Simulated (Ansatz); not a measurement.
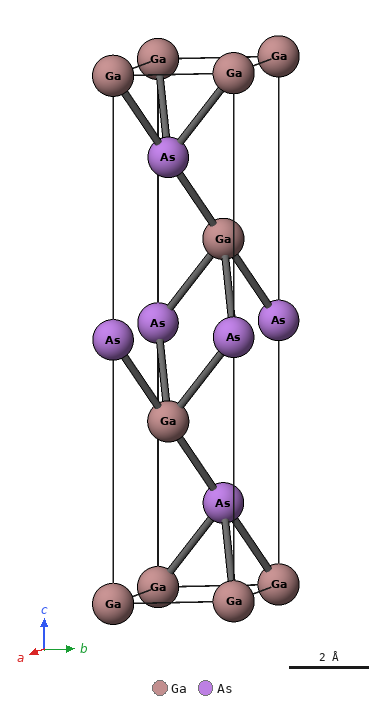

The crystal in a ball-and-stick representation, seen slightly off an axis. Thin lines show the conventional unit cell, with boundary atoms drawn in all their periodic places.

Cell constants: a = 3.103 Å, b = 3.103 Å, c = 13.603 Å, α = 90.00°, β = 90.00°, γ = 120.00°.

Treated as bonds: As–Ga up to 3.13 Å (cut-off distances).

**What is the formula unit?**

GaAs. The cell holds 3 Ga, 3 As, counting shared atoms by their share.

**Which Bravais lattice does it have?**

Rhombohedral (trigonal R) lattice; the crystal system is trigonal.

**State the space group and its number.**

R-3m (No. 166), with Ga on 3a and As on 3b.

**How do the bonded atoms link up through the crystal?**

The bonds build a three-dimensional framework.

The structure was taken from a textbook structure type filled with these elements (whether it is the usual form wasn't checked). Earlier steps of the study may have refined or changed the cell and positions. It was set up as input for a calculation with Ansatz.
